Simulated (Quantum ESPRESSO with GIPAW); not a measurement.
# AlN: how strain moves the 15N line

GIPAW runs (PBEsol, plane-wave PAW from pslibrary 1.0.0 recipes, cutoffs 55 and 340 Ry, one 9×9×9 mesh for all shielding runs; Quantum ESPRESSO with GIPAW, a patched development version; no spin-orbit coupling, no macroscopic shape term) on AlN, space group F-43m before straining. The cell below is strained equally along all axes, and the atoms keep their fractional coordinates.

```xyz
2
Lattice="0.0000 2.1840 2.1840 2.1840 0.0000 2.1840 2.1840 2.1840 0.0000" Properties=species:S:1:pos:R:3 pbc="T T T"
Al    0.0000    0.0000    0.0000
N     3.2760    3.2760    3.2760
```

The cell is a computed entry of the Materials Project; it need not be the form that is stable at ambient conditions.

The bonds are those of N (atom 2; bound to Al4). One row is withheld.

| strain (%) | mean bond (Å) | σ_iso Al (ppm) | σ_iso N (ppm) |
| --- | --- | --- | --- |
| -1.5 | 1.8630 | 428.90 | 102.28 |
| -1.125 | 1.8701 | 429.45 | 101.16 |
| -0.75 | 1.8772 | 429.97 | 100.00 |
| 0 | 1.8914 | 430.95 | 97.51 |
| +0.375 | 1.8985 | 431.40 | 96.19 |
| +0.75 | 1.9056 | ? | ? |
| +1.5 | 1.9198 | 432.66 | 91.89 |

**Task.** Fit σ_iso of N against strain, judge whether a straight line is enough, and predict the withheld row at +0.75 %.

1. With n = 6: Σx = -1.500, Σy = 589.03, Σx² = 6.4688, Σxy = -168.319.

2. Slope b = (nΣxy − ΣxΣy)/(nΣx² − (Σx)²) = -3.46 ppm per %, intercept a = (Σy − bΣx)/n = 97.31 ppm.

3. Residuals (run less line), in the order of the table: -0.21, -0.04, +0.10, +0.20, +0.18, -0.23 ppm. They bend in one sense; the largest is 2.2 % of the range of σ, so a quadratic term is needed: σ = 97.51 − 3.462 x − 0.190 x², with residuals of 0.01 ppm or less.

4. At +0.75 % (inside the fitted range) the line gives 94.72 ppm and the parabola 94.81 ppm.

5. The run gives:

| strain (%) | mean bond (Å) | σ_iso Al (ppm) | σ_iso N (ppm) |
| --- | --- | --- | --- |
| +0.75 | 1.9056 | 431.84 | 94.81 |

Prediction less run: the line misses by -0.09 ppm, the parabola hits it to the digits shown. By the parabola, a strain of +1 % changes σ of N by -3.65 ppm and one of −1 % by +3.27 ppm; the mean slope is -3.46 ppm per %, or 1.8 ppm for 0.01 Å of mean bond length. The shift moves the opposite way, scaled by the slope of a reference line. Over the table σ of Al goes from 428.90 to 432.66 ppm. Zero strain is the database's lattice, not this functional's rest cell, and neither cutoff nor mesh was tested for the slopes. The omitted shape term, common to all sites, changes with strain too. This build of gipaw.x prints that it is not audited and that its numbers are no references by themselves.

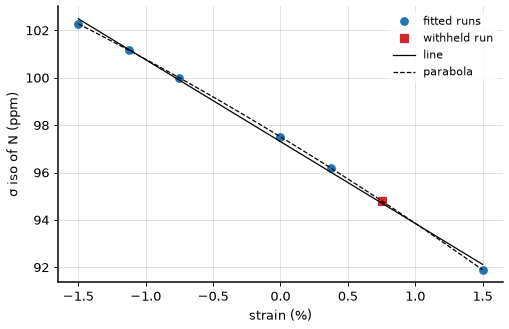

σ_iso of N against strain.

[Banner, clock, file and message-heading lines were taken out of the pw.x and gipaw.x logs.]

[Logs are printed without paths, hosts, clocks, repeated set-up lines and the standing remarks that a program may print on its own settings, such as how far it seeks lower states.]

[Hosts, paths, dates, database ids (printed as entryN), source tags and the programs' standing remarks are cut or masked in the printed files.]
